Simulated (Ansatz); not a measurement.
```
Mg O
1.0
     2.13515    0.00000   -2.13515
     0.00000    4.27030    0.00000
     2.13515    0.00000    2.13515
Mg O
2 2
Direct
  0.00000 0.00000 0.00000
  0.50000 0.50000 0.50000
  0.50000 0.00000 0.45316
  0.00000 0.50000 0.95316
```

Space group Imm2; changed on purpose from its base cell (atom 2 (O) moved by (-0.100, -0.100) A along x and z); not relaxed (largest force 0.7 eV/Å); computed pressure about −5 GPa in this cell.

Method: Ansatz, DFT r2SCAN, scalar-relativistic, plane waves, PAW.

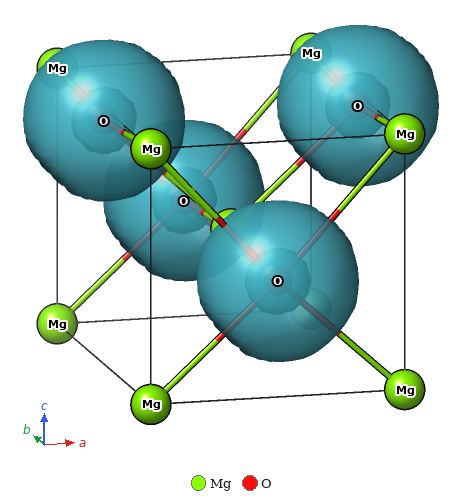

MgO. Isosurface of the electron localisation function at 0.7 (cyan), seen slightly off an axis. Core shells and regions of very low density are left out. Sticks mark near contacts.

Core electrons are frozen (PAW), and the valence fields are smoothed inside the atomic spheres.

> Describe the localisation domains.

At this value the surface marks out two regions wrapped around O (the valence shell of each), counted in one cell of 4 atoms. Regions shared between cells count once. Along the contacts the grid gives the following. Mg–O (2.04 Å): the ELF peaks at about 0.85 in the valence shell of O, 0.6 Å from its nucleus, and is about 0.35 at the midpoint; a closed-shell, largely ionic contact. Mg–O (2.14 Å): the ELF peaks at about 0.85 in the valence shell of O, 0.6 Å from its nucleus, and is about 0.35 at the midpoint; a closed-shell, largely ionic contact.

> Metal or insulator at this level of theory?

It is gapped, with a Kohn–Sham gap of 5.2 eV on the k-point mesh (the band edges may lie off the mesh, which would make the gap smaller).
